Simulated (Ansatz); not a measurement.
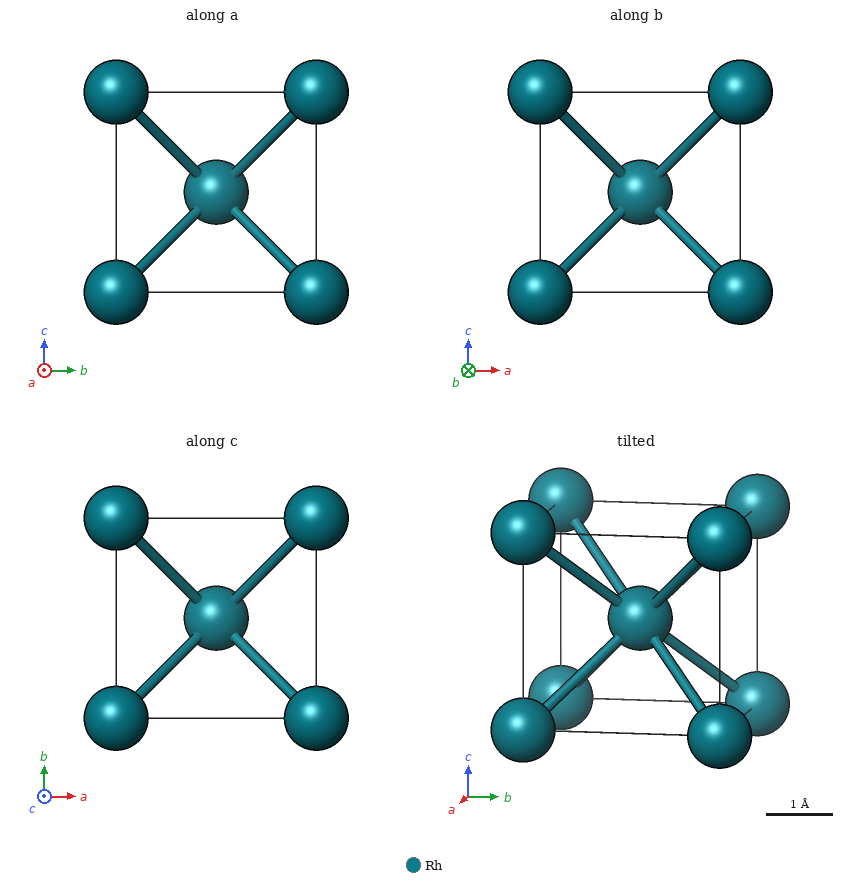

The crystal in a ball-and-stick representation, seen along the a axis, along the b axis, along the c axis and slightly off an axis. The conventional unit cell is outlined; an atom on or near a face, edge or corner is repeated at each equivalent position.

Lattice parameters: a = 3.073 Å, b = 3.073 Å, c = 3.073 Å, α = 90.00°, β = 90.00°, γ = 90.00°.

**Write the structure as a table of Wyckoff sites.**

Space group Im-3m (No. 229).
```csv
atom,site,x,y,z
Rh,2a,0.0000,0.0000,0.0000
```

The starting point was a structure type filled with this element by a generator (whether the element takes this form wasn't checked). Earlier steps of the study may have refined or changed the cell and positions. A calculation with Ansatz used it as input.
